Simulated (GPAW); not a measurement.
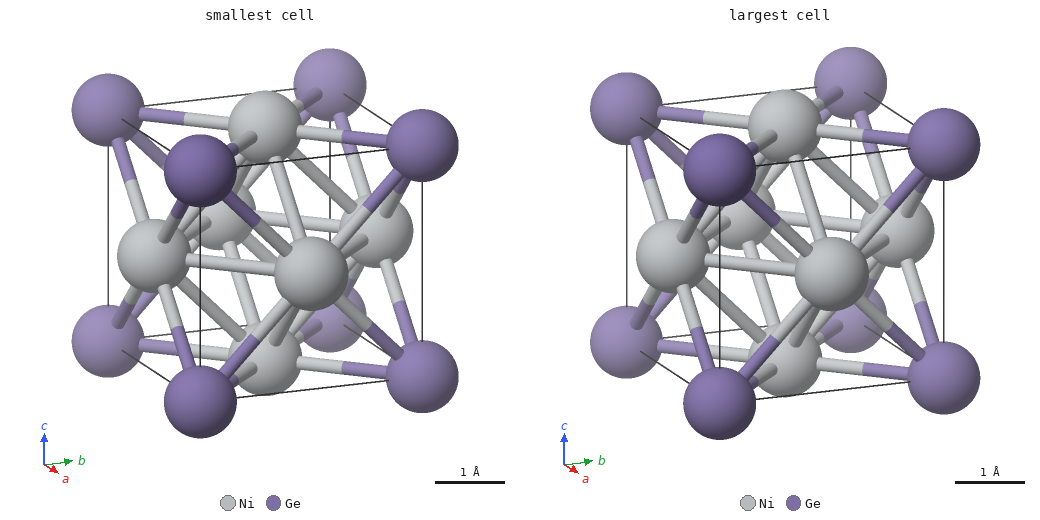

Ni₃Ge, Cu₃Au (L1₂) type, space group Pm-3m (No. 221), relaxed (cell and atoms, zero pressure) with five choices of dispersion term on top of PBEsol; the smallest and the largest of the relaxed conventional cells are drawn to one scale (sticks follow a distance rule). The start was a structure listed in the Materials Project. It needn't be the stable form of this composition.

Alike in all runs: GPAW 26.7.0; functional PBEsol; potentials PAW data sets generated in the run's folder for this functional; cutoff 600 eV; k mesh 6 × 6 × 6 on the run's cell of 4 atoms; occupations fermi-dirac, width 0.05 eV; collinear spin, ferromagnetic start; no spin-orbit coupling. All runs are metallic.

| level | volume (Å³/atom) | a (Å) |
| --- | --- | --- |
| D4 | 10.89 | 3.518 |
| D3(BJ) | 10.75 | 3.503 |
| none | ? | ? |
| D3(BJ)-ATM | 10.83 | 3.512 |
| D3 | 10.74 | 3.502 |

Fill in the row of none.

Volume 11.07 Å³/atom; a 3.538 Å. That is the largest volume of all.

Order the levels by the relaxed volume, smallest first.

D3 (10.74 Å³/atom), D3(BJ) (10.75 Å³/atom), D3(BJ)-ATM (10.83 Å³/atom), D4 (10.89 Å³/atom), none (11.07 Å³/atom). Rows within a few tenths of a per cent can't be told apart.

Caveat: each step starts from the last one's moments, so a moment once lost doesn't come back; later steps reuse the first step's grids; pairwise dispersion terms can overbind metals strongly.
